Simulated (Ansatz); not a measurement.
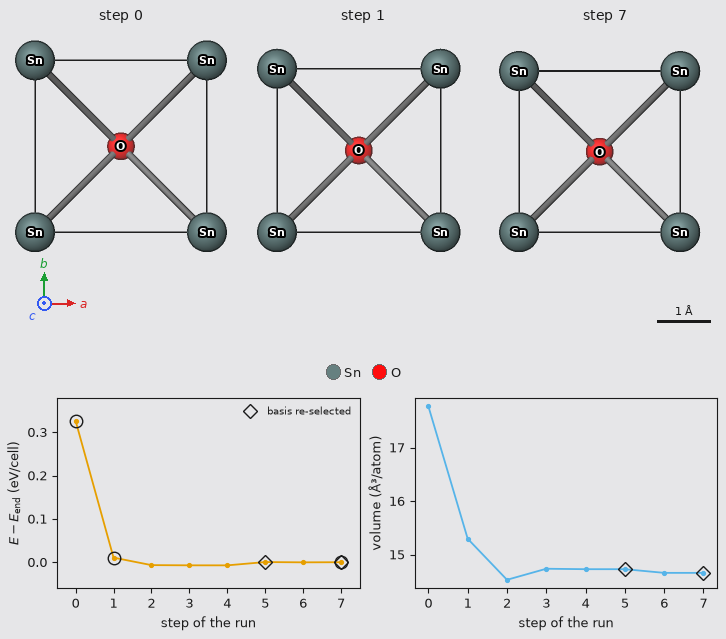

Frames of a relaxation of a crystal of SnO (built on the CsCl-221 type type), marked on the history of the run. Style: ball-and-stick. Shown: the cell of the calculation, along the c axis.

Method: Ansatz 0.2.0, DFT, PBEsol, plane waves, PAW.

Input
```yaml
crystal:
  lattice:
    - [3.28775062, 0.0, 0.0]
    - [0.0, 3.28775062, 0.0]
    - [0.0, 0.0, 3.28775062]
  atoms:
    - { symbol: Sn, position: [0.0, 0.0, 0.0] }
    - { symbol: O, position: [0.5, 0.5, 0.5] }
kpoints:
  mp_grid: { grid: [6, 6, 6] }
hamiltonian:
  xc: pbesol
scf:
  occupations: { method: fermi_dirac, width: 0.03 }
relax:
  f_tol: 0.01
  cell: {}
  max_steps: 120
output:
  write_density: true
  write_potential: true
  elf: true
  volumetric_format: npy
```

Command:
```bash
ansatz run input.yaml --threads 2 --pin off --max-ram 2211MiB --backend cpu --events-out ev --progress --plain --runs-dir out
```

Describe the path.

The atoms keep their places relative to the cell (all moves are under 0.005 Å). The drawn cell changes as follows: a = b = c 3.288 → 3.083 Å (−6.2 %); the volume changes by −17.5 %. Among the contacts that change: Sn1–O2 2.847 → 2.670 Å. The space group stays Pm-3m (No. 221). The energy falls by 0.326 eV per cell of the calculation in 5 accepted moves (7 points after the start). All forces vanish by symmetry, so only the cell relaxes. The pressure goes from −14.09 to 0.00 GPa. At 2 points the geometry stayed and the basis and grid were re-selected for the new cell (energy shift of 7.6 meV per cell of the calculation at most each time). From step 0 to 1: volume −13.9 %, energy −0.316 eV per cell of the calculation. From step 1 to 7: volume −4.2 %, energy −10.6 meV per cell of the calculation.
